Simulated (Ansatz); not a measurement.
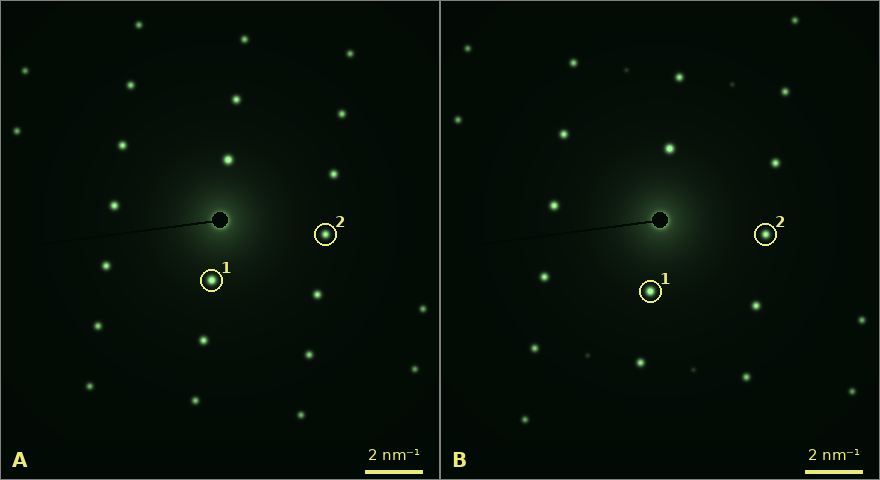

Kinematic electron diffraction patterns (120 kV, B = 0.5 Å², same scale) along [010] of the run's own cell, for the start and the end of one relaxation of AgCl with Ansatz 0.2.0, DFT PBE, scalar-relativistic, plane waves, PAW. k mesh 8×8×10. The start is a generated model structure, and the relaxation ends in the nearest stationary point of its symmetry, not necessarily the ground state. Spot 1 is 0 0 -1 and spot 2 is -2 0 0 in both.

Start structure:

```yaml
crystal:
  lattice:
    - [5.29618, 0.00000, 0.00000]
    - [0.00000, 5.29618, 0.00000]
    - [0.00000, 0.00000, 3.92822]
  atoms:
    - { symbol: Ag, position: [0.00000, 0.50000, 0.00965] }
    - { symbol: Ag, position: [0.50000, 0.00000, 0.99035] }
    - { symbol: Cl, position: [0.00000, 0.00000, 0.00000] }
    - { symbol: Cl, position: [0.50000, 0.50000, 0.00000] }
```

Which pattern belongs to the start structure, and which to the relaxed one?

B is the start: its cell gives d(1) = 3.928 Å, d(2) = 2.648 Å and an angle of 90.0°. A is the relaxed structure, with d(1) = 4.654 Å (+18.5 %), d(2) = 2.654 Å (+0.2 %) and 90.0°.

What did the relaxation do to the structure and the energy?

The volume changed by +19.0 % to 32.77 Å³ an atom; with the mean shift removed, the atoms moved by up to 0.06 Å relative to the cell (Ag most); the space group stayed P4/nmm (No. 129); the free energy fell by 3.3 meV an atom. Relaxed cell: a = 5.307 Å, b = 5.307 Å, c = 4.654 Å, α = 90.00°, β = 90.00°, γ = 90.00°.
